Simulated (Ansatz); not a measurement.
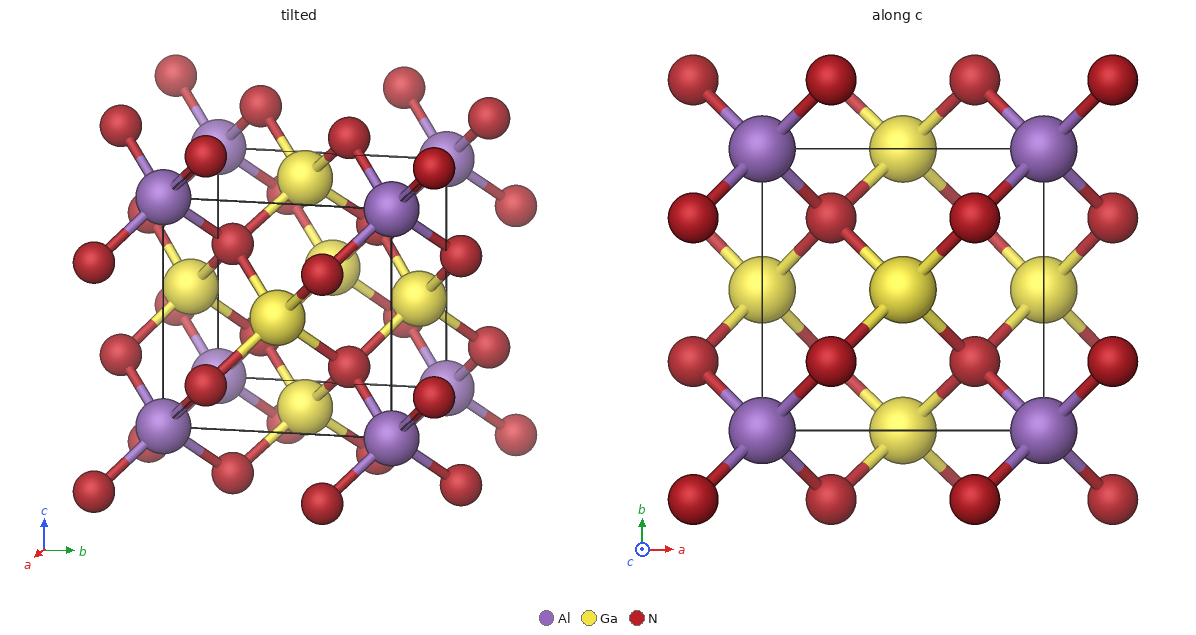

A ball-and-stick rendering, viewed slightly off an axis and along the c axis. The simulation cell is drawn as a box. Some atoms of the next cells are drawn as well.

The calculation's input:
```yaml
crystal:
  lattice:
    - [4.4675724049, 0.0, 0.0]
    - [0.0, 4.4675724049, 0.0]
    - [0.0, 0.0, 4.4675724049]
  atoms:
    - { symbol: Al, position: [0.0, 0.0, 0.0] }
    - { symbol: Ga, position: [0.5, 0.5, 0.0] }
    - { symbol: Ga, position: [0.5, 0.0, 0.5] }
    - { symbol: Ga, position: [0.0, 0.5, 0.5] }
    - { symbol: "N", position: [0.7550308532, 0.7550308532, 0.2449691468] }
    - { symbol: "N", position: [0.7550308532, 0.2449691468, 0.7550308532] }
    - { symbol: "N", position: [0.2449691468, 0.7550308532, 0.7550308532] }
    - { symbol: "N", position: [0.2449691468, 0.2449691468, 0.2449691468] }
basis:
  ecutwfc: 420
kpoints:
  mp_grid: { grid: [6, 6, 6] }
hamiltonian:
  xc: pbesol
scf:
  occupations: { method: fixed }
output:
  eigenvalues: true
phonons:
  method: dfpt
  dielectric: true
  rigid_motions: translations
  eigenvectors: true
```
Run as:
```sh
ansatz run input.yaml --threads 2 --pin off --max-ram 6144MiB --backend cpu --events-out ev --progress --plain --runs-dir out
```

The numbers come from Ansatz, DFT PBEsol, scalar-relativistic, plane waves, PAW, using plane waves to 420 eV, 6×6×6 k-mesh, no spin polarisation.

### Metal or not?

A semiconductor at this level, with a gap of 2.29 eV on the k-mesh (the true edges may lie between mesh points, so the gap can be somewhat smaller).

### How strongly do the electrons screen (ε∞)?

ε∞ averages 5.6.

Its origin is a structure listed in the Materials Project. Earlier steps of the study may have refined or changed the cell and positions. A calculation with Ansatz used it as input.
